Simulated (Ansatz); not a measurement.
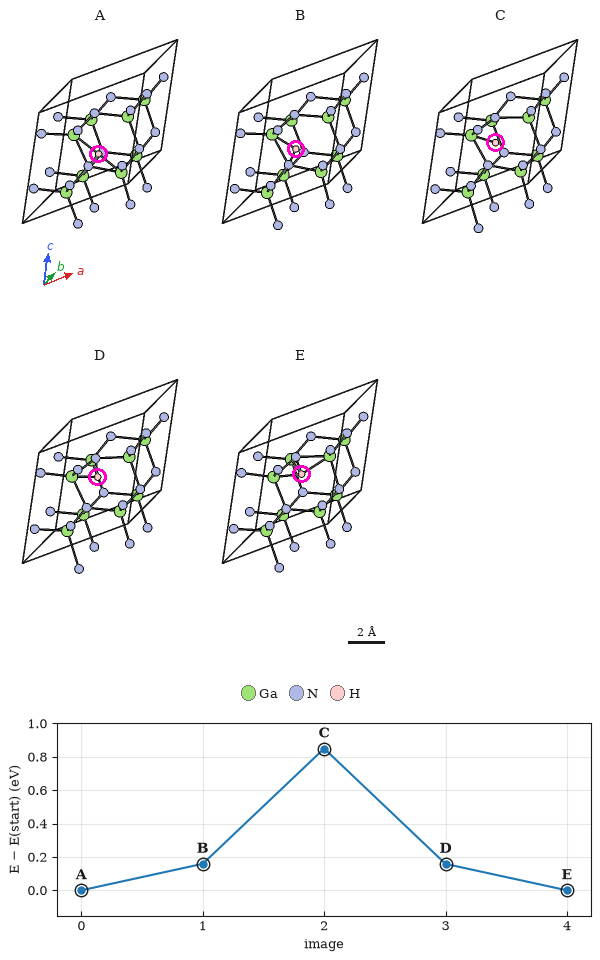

A nudged-elastic-band calculation for a defect cell of composition Ga$_{8}$HN$_{8}$ (cell charge +1) (17 atoms in the cell). Images are numbered from 0 (start) to 4 (end). Frames A to E are images 0, 1, 2, 3, 4. Style: ball-and-stick. Shown: the reduced simulation cell (origin moved), slightly off an axis. The moving atom is ringed, with any periodic copies. Lengths and directions refer to the drawn axes. Bonds to atoms that aren't drawn are left out.

All numbers below come from DFT PBE, scalar-relativistic, plane waves, PAW (Ansatz 0.2.0). Run with plane-wave cutoff 420 eV; k-point mesh 3 × 3 × 3; Gaussian smearing 0.02 eV; 3 movable images; climbing image.

### Describe the mechanism and the energy profile.

The H atom travels furthest, 1.15 Å from end to end, along +c, on a path that bends up to 0.35 Å away from the straight line. At the highest image its nearest neighbour (N) is 1.41 Å away, against 1.05 Å at the start, and the surrounding atoms stand up to 0.18 Å off the mean of their end positions. Breaking: H–N (1.05 → 2.32 Å). Forming: H–N (2.32 → 1.05 Å). The two ends have the same energy, and the highest point, image 2, lies 0.85 eV above the start. The band converged in 7 iterations. The largest component of the band force went from 1.5 to 0.016 eV/Å. The climbing image converged on the top of the path. Its curvatures weren't checked.

Limits of the set-up: the periodic images lie only 6.4 Å apart, so the values are limited by the cell's size; the cell is charged, on a uniform background, and energies carry no finite-size correction.

The run took 3.5 min on 4 threads of Arm Neoverse V2 (shared host), peak memory 1.3 GiB.
